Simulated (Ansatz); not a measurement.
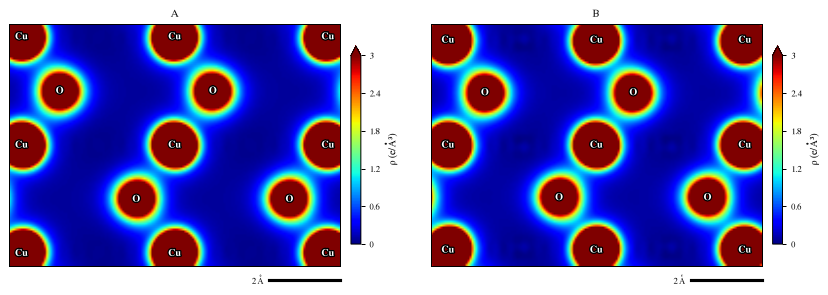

Cu2O. The valence electron density of two cells that differ in size, on the (011̄) plane of each (indices in the axes of the calculation cell), at one length scale and on one colour scale; one has 12.0 and the other 13.2 Å³ an atom.

Computed with Ansatz 0.2.0, DFT PBE, scalar-relativistic, plane waves, PAW.

In a PAW calculation such maps are meaningful between the atoms, not at the nuclei.

The larger cell:

```
Cu O
1.0
     4.29824    0.00000    0.00000
     0.00000    4.29824    0.00000
     0.00000    0.00000    4.29824
Cu O
4 2
Direct
  0.25000 0.25000 0.25000
  0.25000 0.75000 0.75000
  0.75000 0.75000 0.25000
  0.75000 0.25000 0.75000
  0.00000 0.00000 0.00000
  0.50000 0.50000 0.50000
```

The smaller cell: a = 4.165 Å, b = 4.165 Å, c = 4.165 Å, α = 90.00°, β = 90.00°, γ = 90.00°.

Which is the denser cell? Describe the effect of the change.

Panel B is the smaller cell, by 9 % in volume. From the larger cell to the smaller, Cu–O goes from 1.86 to 1.80 Å, and the density at its midpoint from 0.79 to 0.92 e/Å³; the pressure goes from 0.0 to 13 GPa; the Kohn–Sham gap goes from 0.48 eV to 0.70 eV.
